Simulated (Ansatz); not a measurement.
# C$_{16}$HSi$_{16}$ (charge +1): nudged elastic band (part 1 of 3)

- system: C$_{16}$HSi$_{16}$ (defect cell, 33 atoms in the cell, total charge +1)
- method: DFT PBE, scalar-relativistic, plane waves, PAW, no spin polarisation (Ansatz 0.2.0)

The structure derives from a Materials Project entry. It belongs to a series of runs on one base structure; here: climbing-image band for the jump of H by 2.82 A.

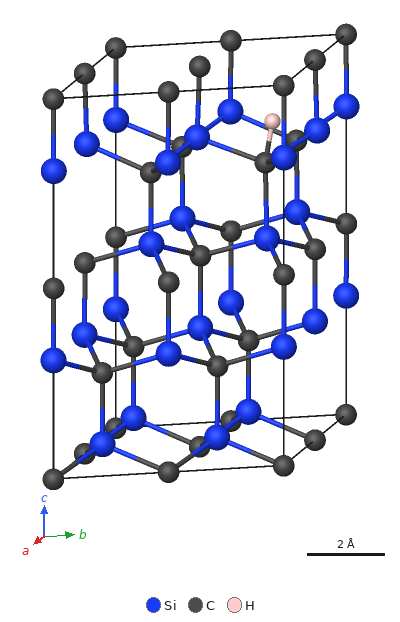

Figure 1. The structure as given in the input (ball-and-stick view of the cell of the calculation, seen slightly off an axis). An atom can appear more than once, as a periodic image.

## Input
```yaml
crystal:
  lattice:
    - [3.0941201811, -5.3591733584, 0.0]
    - [-6.1882403622, 1.0e-10, 0.0]
    - [0.0, 0.0, -10.1293391982]
  atoms:
    - { symbol: Si, position: [0.3333490106, 0.1670135105, 0.0643639579] }
    - { symbol: Si, position: [0.833882397, 0.1679508935, 0.0629689749] }
    - { symbol: Si, position: [0.3317625647, 0.6655584037, 0.0629584442] }
    - { symbol: Si, position: [0.8335719077, 0.6655851067, 0.0629643564] }
    - { symbol: Si, position: [0.1666987665, 0.3348632828, 0.5609761811] }
    - { symbol: Si, position: [0.6678753697, 0.3349193633, 0.5609154823] }
    - { symbol: Si, position: [0.1658795653, 0.8321588094, 0.5600925562] }
    - { symbol: Si, position: [0.6680448095, 0.8366975179, 0.5581682086] }
    - { symbol: Si, position: [0.5008502254, 0.5019944964, 0.3121064606] }
    - { symbol: Si, position: [0.9999236806, 0.5001243622, 0.3113753783] }
    - { symbol: Si, position: [0.500419019, 0.9998756378, 0.3117272947] }
    - { symbol: Si, position: [0.9991131464, 0.9998488051, 0.3117521922] }
    - { symbol: Si, position: [0.4930139963, 0.4860114848, 0.8129156036] }
    - { symbol: Si, position: [0.9985232167, 0.4970219604, 0.8138640686] }
    - { symbol: Si, position: [0.4885099522, 1.0062680638, 0.811690584] }
    - { symbol: Si, position: [1.0170690441, 1.0059082536, 0.8117620896] }
    - { symbol: C, position: [0.3334907058, 0.1673035131, 0.2523476403] }
    - { symbol: C, position: [0.8331022247, 0.1665086016, 0.2503536866] }
    - { symbol: C, position: [0.3334259704, 0.6671115827, 0.2505435706] }
    - { symbol: C, position: [0.8333965124, 0.6670914976, 0.2505602848] }
    - { symbol: C, position: [0.1650422938, 0.331972156, 0.7491773333] }
    - { symbol: C, position: [0.6669435764, 0.3320333797, 0.7491207721] }
    - { symbol: C, position: [0.1642021504, 0.828494626, 0.7483213839] }
    - { symbol: C, position: [0.6646805337, 0.8289940803, 0.7572587093] }
    - { symbol: C, position: [-1.56773e-05, 0.0008620123, 0.5010087964] }
    - { symbol: C, position: [0.5004347291, 0.0009249942, 0.5009552445] }
    - { symbol: C, position: [-7.49429e-05, 0.5001394293, 0.4993137884] }
    - { symbol: C, position: [0.5014013025, 0.5031815973, 0.5019226235] }
    - { symbol: C, position: [0.0005554846, -0.0002602241, 0.9988366854] }
    - { symbol: C, position: [0.4989751685, -0.0002304552, 0.998787788] }
    - { symbol: C, position: [-0.0003326752, 0.4995543999, 0.9999299219] }
    - { symbol: C, position: [0.4994364487, 0.4990652982, 0.999546173] }
    - { symbol: H, position: [0.6804545222, 0.864274239, 0.8669823957] }
total_charge: 1
basis:
  ecutwfc: 420
  xc_grid: 2
kpoints:
  mp_grid: { grid: [2, 2, 2], shift: [0.0, 0.0, 0.0] }
hamiltonian:
  xc: pbe
scf:
  occupations: { method: gaussian, width: 0.02 }
output:
  forces: true
neb:
  images: 5
  f_tol: 0.05
  max_iterations: 70
  order_check: false
  final_atoms:
    - { symbol: Si, position: [0.3344148933, 0.1664280923, 0.0629643564] }
    - { symbol: Si, position: [0.8320491065, 0.166117603, 0.0629689749] }
    - { symbol: Si, position: [0.3344415963, 0.6682374353, 0.0629584442] }
    - { symbol: Si, position: [0.8329864895, 0.6666509894, 0.0643639579] }
    - { symbol: Si, position: [0.1633024821, 0.3319551905, 0.5581682086] }
    - { symbol: Si, position: [0.6650806367, 0.3321246303, 0.5609154823] }
    - { symbol: Si, position: [0.1678411906, 0.8341204347, 0.5600925562] }
    - { symbol: Si, position: [0.6651367172, 0.8333012335, 0.5609761811] }
    - { symbol: Si, position: [0.4980055036, 0.4991497746, 0.3121064606] }
    - { symbol: Si, position: [1.0001243622, 0.499580981, 0.3117272947] }
    - { symbol: Si, position: [0.4998756378, 1.0000763194, 0.3113753783] }
    - { symbol: Si, position: [1.0001511949, 1.0008868536, 0.3117521922] }
    - { symbol: Si, position: [0.5139885152, 0.5069860037, 0.8129156036] }
    - { symbol: Si, position: [0.9937319362, 0.5114900478, 0.811690584] }
    - { symbol: Si, position: [0.5029780396, 1.0014767833, 0.8138640686] }
    - { symbol: Si, position: [0.9940917464, 0.9829309559, 0.8117620896] }
    - { symbol: C, position: [0.3329085024, 0.1666034876, 0.2505602848] }
    - { symbol: C, position: [0.8334913984, 0.1668977753, 0.2503536866] }
    - { symbol: C, position: [0.3328884173, 0.6665740296, 0.2505435706] }
    - { symbol: C, position: [0.8326964869, 0.6665092942, 0.2523476403] }
    - { symbol: C, position: [0.1710059197, 0.3353194663, 0.7572587093] }
    - { symbol: C, position: [0.6679666203, 0.3330564236, 0.7491207721] }
    - { symbol: C, position: [0.171505374, 0.8357978496, 0.7483213839] }
    - { symbol: C, position: [0.668027844, 0.8349577062, 0.7491773333] }
    - { symbol: C, position: [-0.0008620123, 1.56773e-05, 0.5010087964] }
    - { symbol: C, position: [0.4998605707, 7.49429e-05, 0.4993137884] }
    - { symbol: C, position: [-0.0009249942, 0.4995652709, 0.5009552445] }
    - { symbol: C, position: [0.4968184027, 0.4985986975, 0.5019226235] }
    - { symbol: C, position: [0.0002602241, -0.0005554846, 0.9988366854] }
    - { symbol: C, position: [0.5004456001, 0.0003326752, 0.9999299219] }
    - { symbol: C, position: [0.0002304552, 0.5010248315, 0.998787788] }
    - { symbol: C, position: [0.5009347018, 0.5005635513, 0.999546173] }
    - { symbol: H, position: [1.135725761, 1.3195454778, 0.8669823957] }
```

Machine: 4 threads of Arm Neoverse N1, 24 GiB of memory available, shared host.

Run as:
```bash
ansatz run input.yaml --threads 4 --pin off --max-ram 10240MiB --backend cpu --events-out ev --progress --plain --runs-dir out
```

## The program's output
```
Warning: neb: disabling space-group detection — the band's intermediate images generally break the endpoint symmetry, so no spatial operation reduces the k-mesh or symmetrises the density, except that a semilocal band can use its path's symmetry ahead of convergence; time reversal is kept, so that k and −k are solved as one point where they differ and the mesh holds both, and exact exchange and, on two spinor components, a DFT+U term hold to it where the run has them: on two components no moment then forms, and a state that bears one, which a typed moment (crystal.atoms[].spin; refused beside efield: under a hybrid functional) reaches, can lie lower, under hf by electronvolts; crystal.symmetry.detect: false (a key that needs symmetry detection or time reversal refuses this as the deck is read) with time_reversal: false beside it drops time reversal too
Engine: ansatz 0.2.0, aarch64-unknown-linux-gnu
Pseudopotentials: kind: paw
Pseudopotential: Si, paw, valence charge 4, recommended cutoff 420 eV (normal), Si.paw.azcp
Pseudopotential: C, paw, valence charge 4, recommended cutoff 420 eV (normal), C.paw.azcp
Pseudopotential: H, paw, valence charge 1, recommended cutoff 420 eV (normal), H.paw.azcp
Functional definition: PBE
  parameter kappa = 0.804
  parameter beta = 0.06672455060314922
  exchange = pbe_x(kappa = kappa, mu = beta*pi^2/3)
  correlation = pbe_c(beta = beta)
parallel-image band execution: 4 concurrent image workers
NEB image 0
Crystal: 33 atoms, lattice volume = 335.928 Å³
Basis set: ecut = 420 eV, 6603 PW (Γ), exchange–correlation on 90×90×144 points (8 copies of the dense FFT grid, shifted against one another)
Bands: 97, of which v1, the nominal top of the filled ones, is band 64 counted from 1 (63 counted from 0)
Symmetry: 1 space group operations
k-points: 8
Non-local potential: Si, projectors of the file, l = 0: 2, l = 1: 2, l = 2: 2
Non-local potential: C, projectors of the file, l = 0: 2, l = 1: 2, l = 2: 1
Non-local potential: H, projectors of the file, l = 0: 2, l = 1: 1
PAW form: soft (Blöchl's): semilocal exchange-correlation on the pseudo side does not see the compensation charge
PAW one-centre angular grid: Si, 110 points (default); XC on 64 Gauss nodes
PAW one-centre angular grid: C, 110 points (default); XC on 64 Gauss nodes
PAW one-centre angular grid: H, 110 points (default); XC on 64 Gauss nodes
Initial density: superposition of atomic densities (neutral atoms scaled as one to the charged cell's electrons: chi_scale 0, normalization atom), corrected by the library's trained network
Initial wavefunctions: pseudopotential atomic-orbital guess
Functional: x = pbe(κ = 0.804, μ = 0.2195149727645171), c = pbe(β = 0.06672455060314922)
SCF iter   1: F=—  HF=-14217.925641 eV  |F-HF|=—  |Δ(HF+E_count)|=         —  Δρ=5.32e-3  dr2=1.29e-1  ethr=1.77e-3  ⟨swp⟩=6.2  Hψ=3629  notcnv=0  defer=76
preconditioner: auto → Resta (q_TF=auto, 2.323 Å⁻¹)  ε∞=4.7  [insulator: Δε(μ)=1.800 eV  Ē_g=11.919 eV  σ=0.020 eV  W_gap=1.00  n_scr=66 (ndim 8)  ℏωp=22.9 eV  f_vac=0.000  D(μ)=0.00/eV (n_scr^D=0)  ε∞_Penn≈4.7]
SCF iter   2: F=—  HF=-14217.895054 eV  |F-HF|=—  |Δ(HF+E_count)|=   3.06e-2  Δρ=2.02e-3  dr2=1.69e-2  ethr=1.01e-4  ⟨swp⟩=2.5  Hψ=1331  notcnv=0  defer=212
SCF iter   3: F=—  HF=-14217.892624 eV  |F-HF|=—  |Δ(HF+E_count)|=   2.43e-3  Δρ=6.96e-4  dr2=1.75e-3  ethr=1.32e-5  ⟨swp⟩=2.0  Hψ=1045  notcnv=0  defer=212
SCF iter   4: F=—  HF=-14217.892587 eV  |F-HF|=—  |Δ(HF+E_count)|=   3.70e-5  Δρ=1.16e-4  dr2=4.84e-5  ethr=1.37e-6  ⟨swp⟩=2.0  Hψ=1052  notcnv=0  defer=212
SCF iter   5: F=—  HF=-14217.892475 eV  |F-HF|=—  |Δ(HF+E_count)|=   1.12e-4  Δρ=4.20e-5  dr2=7.25e-6  ethr=3.78e-8  ⟨swp⟩=2.0  Hψ=1159  notcnv=0  defer=212
SCF iter   6: F=—  HF=-14217.892476 eV  |F-HF|=—  |Δ(HF+E_count)|=   8.87e-7  Δρ=1.00e-5  dr2=3.37e-7  ethr=5.67e-9  ⟨swp⟩=2.0  Hψ=1068  notcnv=0  defer=212
SCF iter   7: F=-14217.892476 eV  HF=-14217.892476 eV  |F-HF|=7.26e-9  |Δ(HF+E_count)|=   2.34e-7  Δρ=2.16e-6  dr2=1.83e-8  ethr=7.81e-11  ⟨swp⟩=4.1  Hψ=2345  notcnv=0
SCF 1 converged in 7 iterations: F = -14217.892476 eV  dr2 = 1.83e-8
  greatest PAW one-centre occupation: 0.644 electrons in one spin orbital (limit 2), on the C atom at site 22 (counted from 0), in its partial waves of l = 0
NSCF: frozen V_eff on 8 k-points
NEB image 6
SCF iter   1: F=—  HF=-14217.925608 eV  |F-HF|=—  |Δ(HF+E_count)|=         —  Δρ=5.32e-3  dr2=1.29e-1  ethr=1.77e-3  ⟨swp⟩=6.1  Hψ=3604  notcnv=0  defer=89
SCF iter   2: F=—  HF=-14217.895052 eV  |F-HF|=—  |Δ(HF+E_count)|=   3.06e-2  Δρ=2.02e-3  dr2=1.69e-2  ethr=1.01e-4  ⟨swp⟩=2.5  Hψ=1331  notcnv=0  defer=212
SCF iter   3: F=—  HF=-14217.892618 eV  |F-HF|=—  |Δ(HF+E_count)|=   2.43e-3  Δρ=6.97e-4  dr2=1.75e-3  ethr=1.32e-5  ⟨swp⟩=2.0  Hψ=1045  notcnv=0  defer=212
SCF iter   4: F=—  HF=-14217.892579 eV  |F-HF|=—  |Δ(HF+E_count)|=   3.85e-5  Δρ=1.16e-4  dr2=4.86e-5  ethr=1.37e-6  ⟨swp⟩=2.0  Hψ=1052  notcnv=0  defer=212
SCF iter   5: F=—  HF=-14217.892475 eV  |F-HF|=—  |Δ(HF+E_count)|=   1.04e-4  Δρ=4.20e-5  dr2=7.27e-6  ethr=3.80e-8  ⟨swp⟩=2.0  Hψ=1160  notcnv=0  defer=212
SCF iter   6: F=—  HF=-14217.892476 eV  |F-HF|=—  |Δ(HF+E_count)|=   9.00e-7  Δρ=1.00e-5  dr2=3.35e-7  ethr=5.68e-9  ⟨swp⟩=2.0  Hψ=1068  notcnv=0  defer=212
SCF iter   7: F=-14217.892476 eV  HF=-14217.892476 eV  |F-HF|=7.13e-9  |Δ(HF+E_count)|=   2.34e-7  Δρ=2.16e-6  dr2=1.83e-8  ethr=7.81e-11  ⟨swp⟩=4.2  Hψ=2346  notcnv=0
SCF 2 converged in 7 iterations: F = -14217.892476 eV  dr2 = 1.83e-8
[... from here on the iterations of each SCF are left out, up to the last one ...]
NSCF: frozen V_eff on 8 k-points
NEB end point (image 0): max|allowed force component| = 1.976e-3 eV/Å (the criterion of neb.relax_end_points is 1.000e-2)
NEB end point (image 6): max|allowed force component| = 2.313e-3 eV/Å (the criterion of neb.relax_end_points is 1.000e-2)
NEB image 1
preconditioner: auto → Resta (q_TF=auto, 2.323 Å⁻¹)  ε∞=4.7  [insulator: Δε(μ)=1.890 eV  Ē_g=11.905 eV  σ=0.020 eV  W_gap=1.00  n_scr=66 (ndim 8)  ℏωp=22.9 eV  f_vac=0.000  D(μ)=0.00/eV (n_scr^D=0)  ε∞_Penn≈4.7]
SCF 3 converged in 7 iterations: F = -14217.443807 eV  dr2 = 7.50e-8
NEB image 2
preconditioner: auto → Resta (q_TF=auto, 2.323 Å⁻¹)  ε∞=4.7  [insulator: Δε(μ)=1.161 eV  Ē_g=11.874 eV  σ=0.020 eV  W_gap=1.00  n_scr=66 (ndim 8)  ℏωp=22.9 eV  f_vac=0.000  D(μ)=0.00/eV (n_scr^D=0)  ε∞_Penn≈4.7]
SCF 4 converged in 8 iterations: F = -14215.714540 eV  dr2 = 3.24e-8
NEB image 3
preconditioner: auto → Resta (q_TF=auto, 2.323 Å⁻¹)  ε∞=4.7  [insulator: Δε(μ)=0.679 eV  Ē_g=11.854 eV  σ=0.020 eV  W_gap=1.00  n_scr=66 (ndim 8)  ℏωp=22.9 eV  f_vac=0.000  D(μ)=0.00/eV (n_scr^D=0)  ε∞_Penn≈4.7]
SCF 5 converged in 8 iterations: F = -14214.343560 eV  dr2 = 3.40e-8
NEB image 4
SCF 6 converged in 8 iterations: F = -14215.714540 eV  dr2 = 3.23e-8
NEB image 5
SCF 7 converged in 7 iterations: F = -14217.443807 eV  dr2 = 7.57e-8
NEB iter   1: max|band force component| = 9.078e0 eV/Å  barrier→ = 3.5489 eV  barrier← = 3.5489 eV  Δτ_max = 0.0938 Å  (52 SCF iters)
NEB image 1
Initial density: handed on by an earlier stage of this run
Initial wavefunctions: those handed on with the density
preconditioner: auto → Resta (q_TF=auto, 2.323 Å⁻¹)  ε∞=4.7  [insulator: Δε(μ)=1.780 eV  Ē_g=11.885 eV  σ=0.020 eV  W_gap=1.00  n_scr=66 (ndim 8)  ℏωp=22.9 eV  f_vac=0.000  D(μ)=0.00/eV (n_scr^D=0)  ε∞_Penn≈4.7]
SCF 8 converged in 7 iterations: F = -14217.643317 eV  dr2 = 8.82e-9
NEB image 2
preconditioner: auto → Resta (q_TF=auto, 2.323 Å⁻¹)  ε∞=4.7  [insulator: Δε(μ)=1.088 eV  Ē_g=11.847 eV  σ=0.020 eV  W_gap=1.00  n_scr=66 (ndim 8)  ℏωp=22.9 eV  f_vac=0.000  D(μ)=0.00/eV (n_scr^D=0)  ε∞_Penn≈4.7]
SCF 9 converged in 7 iterations: F = -14216.496990 eV  dr2 = 4.15e-8
NEB image 3
preconditioner: auto → Resta (q_TF=auto, 2.323 Å⁻¹)  ε∞=4.8  [insulator: Δε(μ)=0.554 eV  Ē_g=11.831 eV  σ=0.020 eV  W_gap=1.00  n_scr=66 (ndim 8)  ℏωp=22.9 eV  f_vac=0.000  D(μ)=0.00/eV (n_scr^D=0)  ε∞_Penn≈4.8]
SCF 10 converged in 7 iterations: F = -14215.753217 eV  dr2 = 5.36e-8
NEB image 4
SCF 11 converged in 7 iterations: F = -14216.496990 eV  dr2 = 4.00e-8
NEB image 5
SCF 12 converged in 7 iterations: F = -14217.643317 eV  dr2 = 8.82e-9
NEB iter   2: max|band force component| = 3.900e0 eV/Å  barrier→ = 2.1393 eV  barrier← = 2.1393 eV  Δτ_max = 0.1958 Å  (35 SCF iters)
[... from here on the SCF iterations and repeated set-up lines of each step are left out, up to the last step ...]
NEB image 1
SCF 13 converged in 6 iterations: F = -14217.710135 eV  dr2 = 6.45e-8
NEB image 2
SCF 14 converged in 7 iterations: F = -14216.814074 eV  dr2 = 1.87e-8
NEB image 3
SCF 15 converged in 7 iterations: F = -14216.759432 eV  dr2 = 4.99e-8
NEB image 4
SCF 16 converged in 7 iterations: F = -14216.814073 eV  dr2 = 1.87e-8
NEB image 5
SCF 17 converged in 6 iterations: F = -14217.710135 eV  dr2 = 6.42e-8
NEB iter   3: max|band force component| = 3.429e0 eV/Å  barrier→ = 1.1330 eV  barrier← = 1.1330 eV  Δτ_max = 0.2000 Å  (33 SCF iters)
NEB image 1
SCF 18 converged in 6 iterations: F = -14217.620158 eV  dr2 = 5.76e-8
NEB image 2
SCF 19 converged in 7 iterations: F = -14217.239193 eV  dr2 = 3.68e-8
NEB image 3
SCF 20 converged in 7 iterations: F = -14217.307173 eV  dr2 = 8.55e-8
NEB image 4
SCF 21 converged in 7 iterations: F = -14217.239191 eV  dr2 = 3.70e-8
NEB image 5
SCF 22 converged in 6 iterations: F = -14217.620159 eV  dr2 = 5.76e-8
NEB iter   4: max|band force component| = 3.576e0 eV/Å  barrier→ = 0.6533 eV  barrier← = 0.6533 eV  Δτ_max = 0.1000 Å  (33 SCF iters)
NEB image 1
SCF 23 converged in 6 iterations: F = -14217.558080 eV  dr2 = 9.68e-8
NEB image 2
SCF 24 converged in 7 iterations: F = -14217.508625 eV  dr2 = 1.11e-8
NEB image 3
SCF 25 converged in 7 iterations: F = -14217.595628 eV  dr2 = 3.31e-8
NEB image 4
SCF 26 converged in 7 iterations: F = -14217.508624 eV  dr2 = 1.12e-8
NEB image 5
SCF 27 converged in 6 iterations: F = -14217.558080 eV  dr2 = 9.81e-8
NEB iter   5: max|band force component| = 1.761e0 eV/Å  barrier→ = 0.3839 eV  barrier← = 0.3839 eV  Δτ_max = 0.1000 Å  (33 SCF iters)
NEB image 1
SCF 28 converged in 6 iterations: F = -14217.526069 eV  dr2 = 1.22e-8
NEB image 2
SCF 29 converged in 6 iterations: F = -14217.704161 eV  dr2 = 6.87e-8
NEB image 3
SCF 30 converged in 7 iterations: F = -14217.755676 eV  dr2 = 1.08e-8
NEB image 4
SCF 31 converged in 6 iterations: F = -14217.704161 eV  dr2 = 6.90e-8
NEB image 5
SCF 32 converged in 6 iterations: F = -14217.526070 eV  dr2 = 1.22e-8
NEB iter   6: max|band force component| = 1.183e0 eV/Å  barrier→ = 0.3664 eV  barrier← = 0.3664 eV  Δτ_max = 0.1004 Å  (31 SCF iters)
NEB image 1
SCF 33 converged in 6 iterations: F = -14217.491352 eV  dr2 = 4.22e-8
NEB image 2
SCF 34 converged in 6 iterations: F = -14217.854372 eV  dr2 = 6.20e-8
NEB image 3
SCF 35 converged in 7 iterations: F = -14217.846731 eV  dr2 = 6.35e-9
NEB image 4
SCF 36 converged in 6 iterations: F = -14217.854372 eV  dr2 = 6.23e-8
NEB image 5
SCF 37 converged in 6 iterations: F = -14217.491353 eV  dr2 = 4.13e-8
NEB iter   7: max|band force component| = 7.651e-1 eV/Å  barrier→ = 0.4011 eV  barrier← = 0.4011 eV  Δτ_max = 0.0987 Å  (31 SCF iters)
NEB image 1
SCF 38 converged in 6 iterations: F = -14217.462273 eV  dr2 = 5.41e-8
NEB image 2
SCF 39 converged in 6 iterations: F = -14217.944235 eV  dr2 = 7.68e-8
NEB image 3
SCF 40 converged in 6 iterations: F = -14217.866904 eV  dr2 = 1.98e-8
NEB image 4
SCF 41 converged in 6 iterations: F = -14217.944235 eV  dr2 = 7.64e-8
NEB image 5
SCF 42 converged in 6 iterations: F = -14217.462273 eV  dr2 = 5.42e-8
NEB iter   8: max|band force component| = 6.946e-1 eV/Å  barrier→ = 0.4302 eV  barrier← = 0.4302 eV  CI = image 1  Δτ_max = 0.1950 Å  (30 SCF iters)
```
